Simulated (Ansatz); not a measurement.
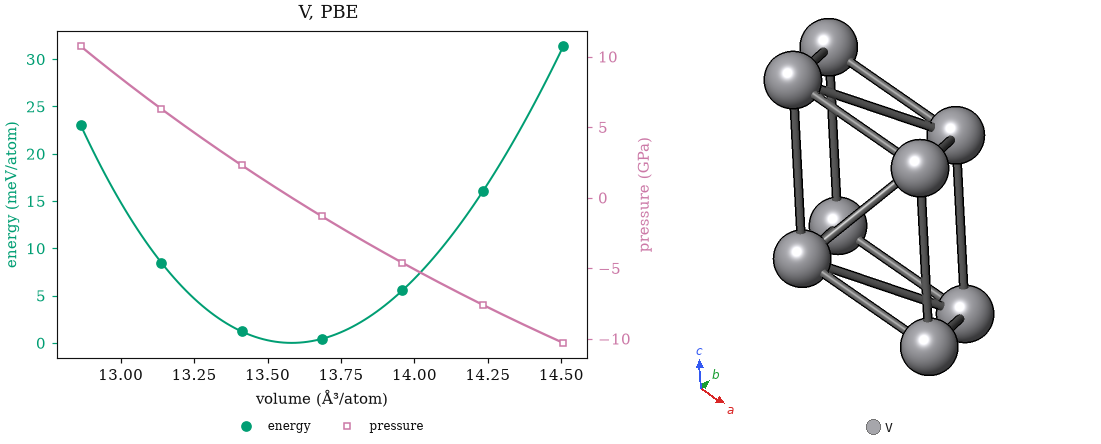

Plotted: energy and pressure against volume for V, space group P-1 (No. 2). The conventional cell is drawn beside the plot.

The given structure:
```yaml
crystal:
  lattice:
    - [-1.37772, 1.64119, 1.64793]
    - [1.50498, -1.49126, 1.62526]
    - [1.27255, 1.38609, -1.49800]
  atoms:
    - { symbol: V, position: [0.00000, 0.00000, 0.00000] }
```

Method: all-electron LAPW DFT, collinear spins; energies at scaled volumes of the given cell, shape and fractions fixed, counted from the fit's minimum, third-order Birch-Murnaghan fit (Ansatz 0.2.0). Level: PBE, collinear spin.

- k mesh: 11×12×13
- occupations: Fermi–Dirac
- smearing width: 0.05 eV
- potentials: all electron LAPW, scalar relativistic
- program settings: basis error eV/atom 0.0005

### Give the fitted equation-of-state parameters.

A third-order Birch–Murnaghan fit gives V0 = 13.58 Å³/atom, B0 = 178 GPa and B′ = 3.9.

### How does the pressure vary with volume?

It falls from 10.73 GPa at volume 12.86 Å³/atom to −10.30 GPa at 14.51 Å³/atom, and changes sign near 13.58 Å³/atom.

Note: the program warns: seeded moment not kept; shape and atomic fractions are frozen while scaling, which makes layered, chain and framework solids too stiff.

The computed values:

```json
{"volume (Å³/atom)": "12.86", "energy (meV/atom)": "22.99", "pressure (GPa)": "10.73"}
{"volume (Å³/atom)": "13.14", "energy (meV/atom)": "8.50", "pressure (GPa)": "6.30"}
{"volume (Å³/atom)": "13.41", "energy (meV/atom)": "1.21", "pressure (GPa)": "2.30"}
{"volume (Å³/atom)": "13.69", "energy (meV/atom)": "0.42", "pressure (GPa)": "-1.33"}
{"volume (Å³/atom)": "13.96", "energy (meV/atom)": "5.56", "pressure (GPa)": "-4.62"}
{"volume (Å³/atom)": "14.23", "energy (meV/atom)": "16.04", "pressure (GPa)": "-7.60"}
{"volume (Å³/atom)": "14.51", "energy (meV/atom)": "31.36", "pressure (GPa)": "-10.30"}
```
